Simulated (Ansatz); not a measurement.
Hf₂S: geometry relaxation (part 1 of 3)

Hf₂S (6 atoms in the cell), computed with DFT PBEsol, scalar-relativistic, plane waves, PAW, no spin polarisation (Ansatz 0.2.0).

The structure derives from a Materials Project entry. It belongs to a series of runs on one base structure; here: elastic constants, atoms relaxed.

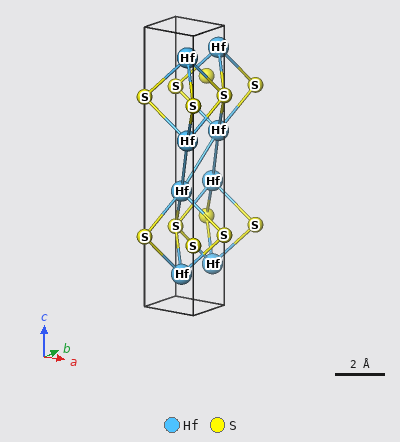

*The structure as given in the input (ball-and-stick view of the cell of the calculation, repeated 1 × 2 × 1, seen slightly off an axis). An atom can appear more than once, as a periodic image.*

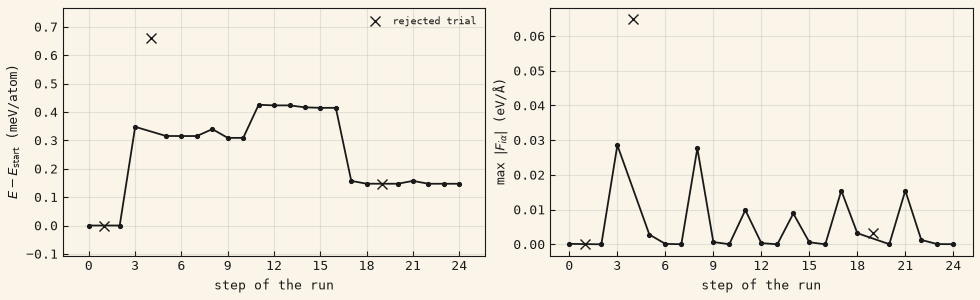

*Progress of the relaxation, step by step (the first geometry is step 0 here and step 1 in the log).*

The largest moves, 0.010 Å, are those of Hf1 and Hf4. Largest moves by element: Hf 0.010 Å, S 0.008 Å. The cell doesn't change. Distances before and after: Hf1–Hf4 3.057 → 3.071 Å, Hf4–S6 2.598 → 2.593 Å, Hf2–Hf3 3.057 → 3.061 Å. The space group (tolerance 0.01 Å) goes from P6_3/mmc (No. 194) to Cmc2_1 (No. 36). The energy rises by 0.1 meV per atom in 24 geometry steps. The largest force component goes from 0.00013 to under 0.0001 eV/Å. The line search rejected the trial steps at points 1, 4, 19 (counted from 0) and went back. (Atoms are counted from 1 in the order of the input.)

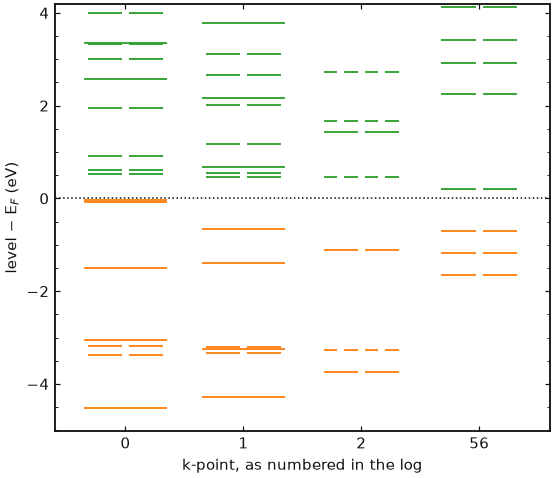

*Kohn–Sham levels near the Fermi level (dotted) at the few k-points that the log prints; levels within 0.02 eV of each other stand side by side.*

The system is metallic on the full mesh.

These pictures come from the run below.

### The input
```yaml
crystal:
  lattice:
    - [3.3401672231, 0.0, 0.0]
    - [-1.6700836116, 2.8926696681, 0.0]
    - [0.0, 0.0, 11.709147181]
  atoms:
    - { symbol: Hf, position: [0.6666666667, 0.3333333333, 0.8987137188] }
    - { symbol: Hf, position: [0.3333333333, 0.6666666667, 0.3987137188] }
    - { symbol: Hf, position: [0.6666666667, 0.3333333333, 0.6012862812] }
    - { symbol: Hf, position: [0.3333333333, 0.6666666667, 0.1012862812] }
    - { symbol: S, position: [0.0, 0.0, 0.75] }
    - { symbol: S, position: [0.0, 0.0, 0.25] }
basis:
  ecutwfc: 420
kpoints:
  mp_grid: { grid: [12, 12, 4] }
hamiltonian:
  xc: pbesol
scf:
  occupations: { method: fermi_dirac, width: 0.15 }
output:
  forces: true
  stress: true
  eigenvalues: true
elastic:
  mode: relaxed_ion
  amplitude: 0.005
  stencil: two_point
```

Launched with:
```bash
ansatz run input.yaml --threads 2 --pin off --max-ram 6144MiB --backend cpu --events-out ev --progress --plain --runs-dir out
```

### The program's output
```
band count auto-derived: 74 (N_el = 116.0; filled up to band 58; 70 by the electrons, moments and atoms)
Engine: ansatz 0.2.0, x86_64-unknown-linux-gnu
Pseudopotentials: kind: paw
Pseudopotential: Hf, paw, valence charge 26, recommended cutoff 420 eV (normal), Hf.paw.azcp
Pseudopotential: S, paw, valence charge 6, recommended cutoff 420 eV (normal), S.paw.azcp
Functional definition: PBEsol
  exchange = pbesol_x
  correlation = pbesol_c
Crystal: 6 atoms, lattice volume = 113.134 Å³
Basis set: ecut = 420 eV, 2259 PW (Γ), exchange–correlation on 48×48×160 points (8 copies of the dense FFT grid, shifted against one another)
Bands: 74, of which v1, the nominal top of the filled ones, is band 58 counted from 1 (57 counted from 0)
Symmetry: 24 space group operations
Space group: P63/mmc (ITA 194), of the structure as read, at distance tolerance 4.8e-5 Å
k-points: 57 of 576
Non-local potential: Hf, projectors of the file, l = 0: 3, l = 1: 2, l = 2: 2, l = 3: 3
Non-local potential: S, projectors of the file, l = 0: 2, l = 1: 2, l = 2: 2
PAW form: soft (Blöchl's): semilocal exchange-correlation on the pseudo side does not see the compensation charge
PAW frozen core: Hf, regenerated for the run's functional, and the local potential with it (the file was generated under x = pbe(κ = 0.804, μ = 0.2195149727645171), c = pbe(β = 0.06672455060314922))
PAW frozen core: S, regenerated for the run's functional, and the local potential with it (the file was generated under x = pbe(κ = 0.804, μ = 0.2195149727645171), c = pbe(β = 0.06672455060314922))
PAW one-centre angular grid: Hf, 590 points (default); XC on 64 Gauss nodes
PAW one-centre angular grid: S, 110 points (default); XC on 64 Gauss nodes
Initial density: superposition of atomic densities (neutral atoms: chi_scale 0, normalization atom), corrected by the library's trained network
Initial wavefunctions: pseudopotential atomic-orbital guess
Functional: x = pbesol(κ = 0.804, μ = 0.12345679012345678), c = pbesol(β = 0.046)
SCF iter   1: F=—  HF=-64168.636789 eV  |F-HF|=—  |Δ(HF+E_count)|=         —  Δρ=4.80e-3  dr2=3.98e-2  ethr=1.77e-3  ⟨swp⟩=5.0  Hψ=14029  notcnv=0  defer=7
preconditioner: auto → Kerker (q_TF=auto, 2.740 Å⁻¹)  [metal: Δε(μ)=0.009 eV  Ē_g=17.761 eV  σ=0.150 eV  W_gap=0.02  n_scr=52 (ndim 8)  ℏωp=36.3 eV  f_vac=0.000  D(μ)=2.59/eV (n_scr^D=6)]
SCF iter   2: F=—  HF=-64168.634463 eV  |F-HF|=—  |Δ(HF+E_count)|=   2.33e-3  Δρ=3.03e-3  dr2=1.80e-2  ethr=3.43e-5  ⟨swp⟩=1.7  Hψ=4990  notcnv=0  defer=7
SCF iter   3: F=—  HF=-64168.631603 eV  |F-HF|=—  |Δ(HF+E_count)|=   2.86e-3  Δρ=6.44e-4  dr2=1.01e-3  ethr=1.55e-5  ⟨swp⟩=2.0  Hψ=6192  notcnv=0  defer=7
SCF iter   4: F=—  HF=-64168.631278 eV  |F-HF|=—  |Δ(HF+E_count)|=   3.25e-4  Δρ=4.32e-4  dr2=3.78e-4  ethr=8.72e-7  ⟨swp⟩=2.0  Hψ=6512  notcnv=0  defer=7
SCF iter   5: F=—  HF=-64168.631184 eV  |F-HF|=—  |Δ(HF+E_count)|=   9.37e-5  Δρ=1.71e-4  dr2=3.70e-5  ethr=3.26e-7  ⟨swp⟩=2.0  Hψ=6531  notcnv=0  defer=7
SCF iter   6: F=—  HF=-64168.631225 eV  |F-HF|=—  |Δ(HF+E_count)|=   4.06e-5  Δρ=5.44e-5  dr2=5.92e-6  ethr=3.19e-8  ⟨swp⟩=2.5  Hψ=5494  notcnv=0  defer=7
SCF iter   7: F=—  HF=-64168.631221 eV  |F-HF|=—  |Δ(HF+E_count)|=   4.11e-6  Δρ=1.12e-5  dr2=2.81e-7  ethr=5.10e-9  ⟨swp⟩=2.0  Hψ=6168  notcnv=0  defer=7
SCF iter   8: F=—  HF=-64168.631221 eV  |F-HF|=—  |Δ(HF+E_count)|=   3.41e-8  Δρ=2.74e-6  dr2=1.73e-8  ethr=2.43e-10  ⟨swp⟩=2.1  Hψ=5158  notcnv=0  defer=7
SCF iter   9: F=—  HF=-64168.631221 eV  |F-HF|=—  |Δ(HF+E_count)|=   1.54e-9  Δρ=1.04e-6  dr2=2.33e-9  ethr=1.49e-11  ⟨swp⟩=2.2  Hψ=6168  notcnv=0  defer=7
SCF iter  10: F=—  HF=-64168.631221 eV  |F-HF|=—  |Δ(HF+E_count)|=  6.33e-10  Δρ=2.25e-7  dr2=8.63e-11  ethr=2.01e-12  ⟨swp⟩=2.5  Hψ=7348  notcnv=0  defer=7
SCF iter  11: F=—  HF=-64168.631221 eV  |F-HF|=—  |Δ(HF+E_count)|=  7.28e-12  Δρ=6.87e-8  dr2=5.01e-12  ethr=7.44e-14 (applied; sched 1.00e-12)  ⟨swp⟩=2.1  Hψ=7503  notcnv=0  defer=37
SCF iter  12: F=—  HF=-64168.631221 eV  |F-HF|=—  |Δ(HF+E_count)|=    0.00e0  Δρ=2.06e-8  dr2=7.31e-13  ethr=4.32e-15 (applied; sched 1.00e-12)  ⟨swp⟩=2.0  Hψ=7482  notcnv=0  defer=66
SCF iter  13: F=-64168.631221 eV  HF=-64168.631221 eV  |F-HF|=0.00e0  |Δ(HF+E_count)|=  1.46e-11  Δρ=6.01e-9  dr2=4.71e-14  ethr=1.00e-12  ⟨swp⟩=5.7  Hψ=17545  notcnv=0
the search or the solves at the SCF's close seem to have found levels that the self-consistency loop had missed (the run counts 1). By its estimate they hold under 1e-12 electrons; where the run keeps them, the occupations were computed again with them
SCF 1 converged in 13 iterations: F = -64168.631221 eV  dr2 = 4.71e-14
  greatest PAW one-centre occupation: 0.998 electrons in one spin orbital (limit 2), on the Hf atom at site 3 (counted from 0), in its partial waves of l = 3
relax step   1: F+E_penalty+E_count = -64168.63122053 eV  Δ(F+E_penalty+E_count) = +0.000e0 eV  max|allowed force component| = 1.299e-4 eV/Å  Δτ_max = 0.0000 Å  (13 SCF iters, accepted)
Initial density: handed on by an earlier stage of this run
Initial wavefunctions: pseudopotential atomic-orbital guess (no wavefunctions were taken with the density)
iter 1 solved again at ethr=4.52e-7 eV; its pass at ethr=3.10e-3 eV (dr2=5.25e-4 eV) is discarded
SCF iter   1: F=—  HF=-64168.631217 eV  |F-HF|=—  |Δ(HF+E_count)|=         —  Δρ=2.83e-4  dr2=1.61e-4  ethr=4.52e-7  ⟨swp⟩=3.0  Hψ=22605  notcnv=0
preconditioner: auto → Kerker (q_TF=auto, 2.740 Å⁻¹)  [metal: Δε(μ)=0.031 eV  Ē_g=17.767 eV  σ=0.150 eV  W_gap=0.05  n_scr=52 (ndim 8)  ℏωp=36.3 eV  f_vac=0.000  D(μ)=2.63/eV (n_scr^D=6)]
SCF iter   2: F=—  HF=-64168.631190 eV  |F-HF|=—  |Δ(HF+E_count)|=   2.67e-5  Δρ=1.19e-4  dr2=5.00e-5  ethr=1.39e-7  ⟨swp⟩=1.0  Hψ=4218  notcnv=0
SCF iter   3: F=—  HF=-64168.631220 eV  |F-HF|=—  |Δ(HF+E_count)|=   2.93e-5  Δρ=3.09e-5  dr2=5.07e-6  ethr=4.31e-8  ⟨swp⟩=2.5  Hψ=6983  notcnv=0
SCF iter   4: F=—  HF=-64168.631221 eV  |F-HF|=—  |Δ(HF+E_count)|=   1.50e-6  Δρ=1.85e-5  dr2=4.44e-7  ethr=4.37e-9  ⟨swp⟩=2.0  Hψ=6544  notcnv=0
SCF iter   5: F=—  HF=-64168.631221 eV  |F-HF|=—  |Δ(HF+E_count)|=   6.75e-7  Δρ=7.64e-6  dr2=1.10e-7  ethr=3.83e-10  ⟨swp⟩=2.1  Hψ=7637  notcnv=0
SCF iter   6: F=—  HF=-64168.631221 eV  |F-HF|=—  |Δ(HF+E_count)|=   1.32e-8  Δρ=3.92e-6  dr2=3.47e-8  ethr=9.49e-11  ⟨swp⟩=2.0  Hψ=7540  notcnv=0
SCF iter   7: F=—  HF=-64168.631221 eV  |F-HF|=—  |Δ(HF+E_count)|=   8.08e-9  Δρ=6.63e-7  dr2=7.39e-10  ethr=2.99e-11  ⟨swp⟩=2.1  Hψ=7161  notcnv=0
SCF iter   8: F=—  HF=-64168.631221 eV  |F-HF|=—  |Δ(HF+E_count)|=  1.31e-10  Δρ=1.25e-7  dr2=2.40e-11  ethr=6.37e-13 (applied; sched 1.00e-12)  ⟨swp⟩=2.2  Hψ=7209  notcnv=0
SCF iter   9: F=—  HF=-64168.631221 eV  |F-HF|=—  |Δ(HF+E_count)|=  2.91e-11  Δρ=2.80e-8  dr2=1.20e-12  ethr=2.07e-14 (applied; sched 1.00e-12)  ⟨swp⟩=2.1  Hψ=7104  notcnv=0
SCF iter  10: F=-64168.631221 eV  HF=-64168.631221 eV  |F-HF|=1.46e-11  |Δ(HF+E_count)|=  1.46e-11  Δρ=6.47e-9  dr2=7.16e-14  ethr=1.00e-12  ⟨swp⟩=3.7  Hψ=17806  notcnv=0
SCF 2 converged in 10 iterations: F = -64168.631221 eV  dr2 = 7.16e-14
  greatest PAW one-centre occupation: 0.998 electrons in one spin orbital (limit 2), on the Hf atom at site 2 (counted from 0), in its partial waves of l = 3
relax step   2: F+E_penalty+E_count = -64168.63122053 eV  Δ(F+E_penalty+E_count) = +1.164e-9 eV  max|allowed force component| = 1.593e-4 eV/Å  Δτ_max = 0.0000 Å  (10 SCF iters, rejected (line search))
[... from here on the SCF iterations and repeated set-up lines of each step are left out, up to the last step ...]
SCF 3 converged in 8 iterations: F = -64168.631221 eV  dr2 = 7.51e-15
relax step   3: F+E_penalty+E_count = -64168.63122054 eV  Δ(F+E_penalty+E_count) = -2.256e-9 eV  max|allowed force component| = 5.608e-8 eV/Å  Δτ_max = 0.0000 Å  (8 SCF iters, accepted)
SCF 4 converged in 10 iterations: F = -64168.631221 eV  dr2 = 6.55e-16
SCF 5 converged in 13 iterations: F = -64168.629134 eV  dr2 = 1.33e-14
relax step   1: F+E_penalty+E_count = -64168.62913434 eV  Δ(F+E_penalty+E_count) = +0.000e0 eV  max|allowed force component| = 2.857e-2 eV/Å  Δτ_max = 0.0000 Å  (13 SCF iters, accepted)
SCF 6 converged in 11 iterations: F = -64168.627247 eV  dr2 = 2.80e-14
relax step   2: F+E_penalty+E_count = -64168.62724730 eV  Δ(F+E_penalty+E_count) = +1.887e-3 eV  max|allowed force component| = 6.498e-2 eV/Å  Δτ_max = 0.0210 Å  (11 SCF iters, rejected (line search))
SCF 7 converged in 11 iterations: F = -64168.629328 eV  dr2 = 1.36e-14
relax step   3: F+E_penalty+E_count = -64168.62932785 eV  Δ(F+E_penalty+E_count) = -1.935e-4 eV  max|allowed force component| = 2.813e-3 eV/Å  Δτ_max = 0.0062 Å  (11 SCF iters, accepted)
SCF 8 converged in 8 iterations: F = -64168.629329 eV  dr2 = 6.70e-14
relax step   4: F+E_penalty+E_count = -64168.62932891 eV  Δ(F+E_penalty+E_count) = -1.060e-6 eV  max|allowed force component| = 1.198e-4 eV/Å  Δτ_max = 0.0004 Å  (8 SCF iters, accepted)
SCF 9 converged in 7 iterations: F = -64168.629329 eV  dr2 = 6.55e-14
relax step   5: F+E_penalty+E_count = -64168.62932891 eV  Δ(F+E_penalty+E_count) = -3.776e-9 eV  max|allowed force component| = 2.613e-5 eV/Å  Δτ_max = 0.0000 Å  (7 SCF iters, accepted)
SCF 10 converged in 10 iterations: F = -64168.629329 eV  dr2 = 7.16e-15
SCF 11 converged in 13 iterations: F = -64168.629183 eV  dr2 = 1.65e-14
relax step   1: F+E_penalty+E_count = -64168.62918337 eV  Δ(F+E_penalty+E_count) = +0.000e0 eV  max|allowed force component| = 2.765e-2 eV/Å  Δτ_max = 0.0000 Å  (13 SCF iters, accepted)
SCF 12 converged in 10 iterations: F = -64168.629368 eV  dr2 = 5.04e-14
relax step   2: F+E_penalty+E_count = -64168.62936791 eV  Δ(F+E_penalty+E_count) = -1.845e-4 eV  max|allowed force component| = 6.558e-4 eV/Å  Δτ_max = 0.0063 Å  (10 SCF iters, accepted)
SCF 13 converged in 9 iterations: F = -64168.629368 eV  dr2 = 6.28e-15
relax step   3: F+E_penalty+E_count = -64168.62936804 eV  Δ(F+E_penalty+E_count) = -1.287e-7 eV  max|allowed force component| = 2.706e-5 eV/Å  Δτ_max = 0.0001 Å  (9 SCF iters, accepted)
SCF 14 converged in 9 iterations: F = -64168.629368 eV  dr2 = 9.57e-14
SCF 15 converged in 13 iterations: F = -64168.628668 eV  dr2 = 2.52e-14
relax step   1: F+E_penalty+E_count = -64168.62866801 eV  Δ(F+E_penalty+E_count) = +0.000e0 eV  max|allowed force component| = 9.862e-3 eV/Å  Δτ_max = 0.0000 Å  (13 SCF iters, accepted)
SCF 16 converged in 10 iterations: F = -64168.628681 eV  dr2 = 2.94e-14
relax step   2: F+E_penalty+E_count = -64168.62868062 eV  Δ(F+E_penalty+E_count) = -1.261e-5 eV  max|allowed force component| = 3.415e-4 eV/Å  Δτ_max = 0.0007 Å  (10 SCF iters, accepted)
SCF 17 converged in 8 iterations: F = -64168.628681 eV  dr2 = 1.22e-14
relax step   3: F+E_penalty+E_count = -64168.62868064 eV  Δ(F+E_penalty+E_count) = -1.516e-8 eV  max|allowed force component| = 2.216e-7 eV/Å  Δτ_max = 0.0000 Å  (8 SCF iters, accepted)
SCF 18 converged in 9 iterations: F = -64168.628681 eV  dr2 = 5.99e-15
SCF 19 converged in 13 iterations: F = -64168.628722 eV  dr2 = 8.97e-15
relax step   1: F+E_penalty+E_count = -64168.62872171 eV  Δ(F+E_penalty+E_count) = +0.000e0 eV  max|allowed force component| = 8.878e-3 eV/Å  Δτ_max = 0.0000 Å  (13 SCF iters, accepted)
SCF 20 converged in 10 iterations: F = -64168.628733 eV  dr2 = 2.40e-14
relax step   2: F+E_penalty+E_count = -64168.62873264 eV  Δ(F+E_penalty+E_count) = -1.093e-5 eV  max|allowed force component| = 5.927e-4 eV/Å  Δτ_max = 0.0006 Å  (10 SCF iters, accepted)
SCF 21 converged in 8 iterations: F = -64168.628733 eV  dr2 = 4.03e-14
```
